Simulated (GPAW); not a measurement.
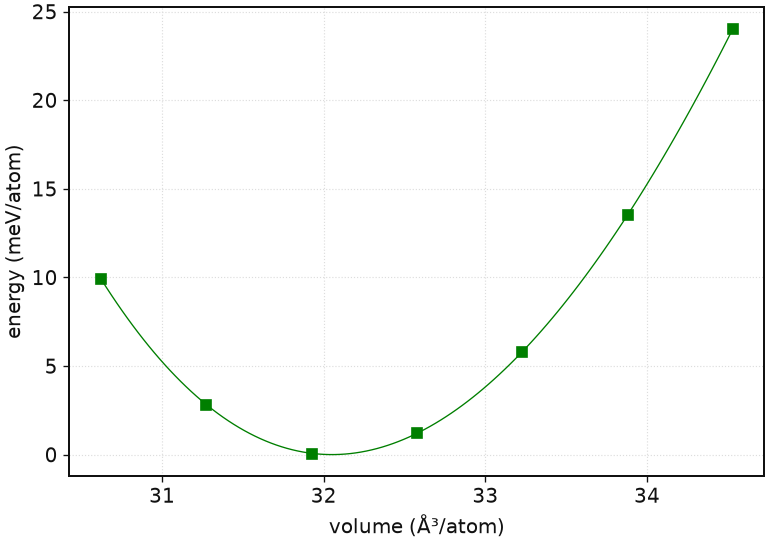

The plot gives the computed energy against volume for BaS, space group Fm-3m (No. 225).

Structure:
```yaml
crystal:
  lattice:
    - [0.00000, 3.19375, 3.19375]
    - [3.19375, 0.00000, 3.19375]
    - [3.19375, 3.19375, 0.00000]
  atoms:
    - { symbol: Ba, position: [0.00000, 0.00000, 0.00000] }
    - { symbol: S, position: [0.50000, 0.50000, 0.50000] }
```

Method: PAW DFT in plane waves, on a grid or in atomic orbitals, no spin polarisation; energies at scaled volumes of the given cell, shape and fractions fixed, counted from the fit's minimum, third-order Birch-Murnaghan fit (GPAW 26.7.0). Level: PBEsol.

- k mesh: 7×7×7
- occupations: Fermi–Dirac
- smearing width: 0.05 eV
- potentials: PAW data sets made by gpaw setup for the functional
- wave cutoff: 600 eV
- program settings: basis pw

This calculation gives: equilibrium volume 32.05 Å³/atom and bulk modulus 45.9 GPa.

Now Ba is replaced by Pb on all its sites, which gives PbS in the same structure. The second calculation uses k mesh 8×8×8. Predict the effect.

The equilibrium volume falls from 32.05 to 25.60 Å³/atom (−20 %) and the bulk modulus rises from 45.9 to 58.9 GPa (+28 %).

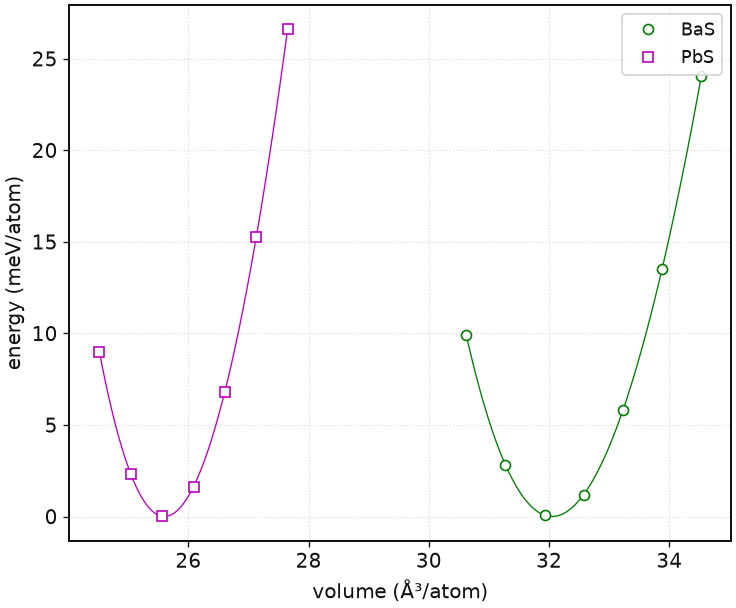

The two results together.

For PbS, limits of the calculation: spin-orbit coupling left out, heavy elements.

V0 and the bulk modulus come from third-order Birch–Murnaghan fits.
